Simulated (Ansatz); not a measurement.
Given this structure:

```
CELL_PARAMETERS angstrom
3.97223 0.00000 0.00000
0.00000 3.97223 0.00000
0.00000 0.00000 9.77312
ATOMIC_POSITIONS crystal
Sn 0.00000 0.50000 0.25000
Sn 0.00000 0.00000 0.00000
O 0.50000 0.50000 0.29700
O 0.00000 0.50000 0.45300
O 0.00000 0.00000 0.20300
O 0.00000 0.50000 0.04700
Sn 0.50000 0.00000 0.75000
Sn 0.50000 0.50000 0.50000
O 0.00000 0.00000 0.79700
O 0.50000 0.00000 0.95300
O 0.50000 0.50000 0.70300
O 0.50000 0.00000 0.54700
```

Q: Characterise the structure given above.

A: Composition: SnO₂. It is body-centred tetragonal, space group I4_1/amd (No. 141). It belongs to the family called anatase. It has 12 atoms to the cell (4 Sn, 8 O). About every Sn there are six O at 1.98 to 2.04 Å. About every O there are three Sn at 1.98 to 2.04 Å. The bonds build a three-dimensional framework.

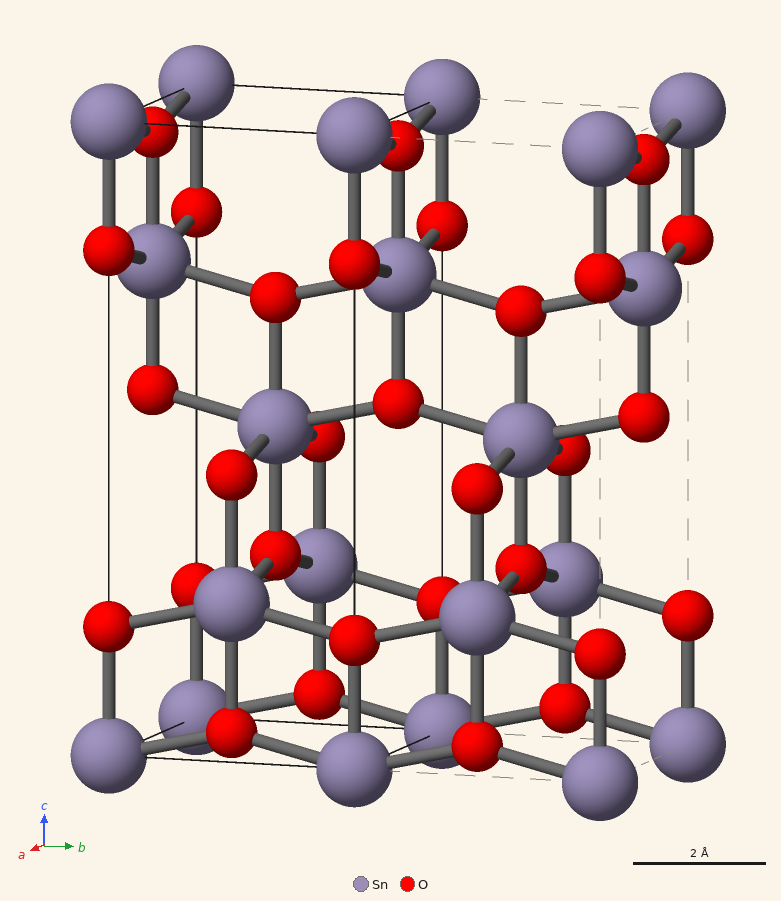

This ball-and-stick model is shown slightly off an axis. The solid frame is a single conventional unit cell within a 1×2×1 block.

The model was built from a structure listed in the Materials Project. The cell was then strained or its atoms displaced on purpose. An electronic-structure calculation with Ansatz was run on it.

At this level of theory the run's own cell isn't at rest (compressed, at 10 GPa and forces up to 1.0 eV/Å), so its distances can differ from those at equilibrium, the more so the softer the solid.
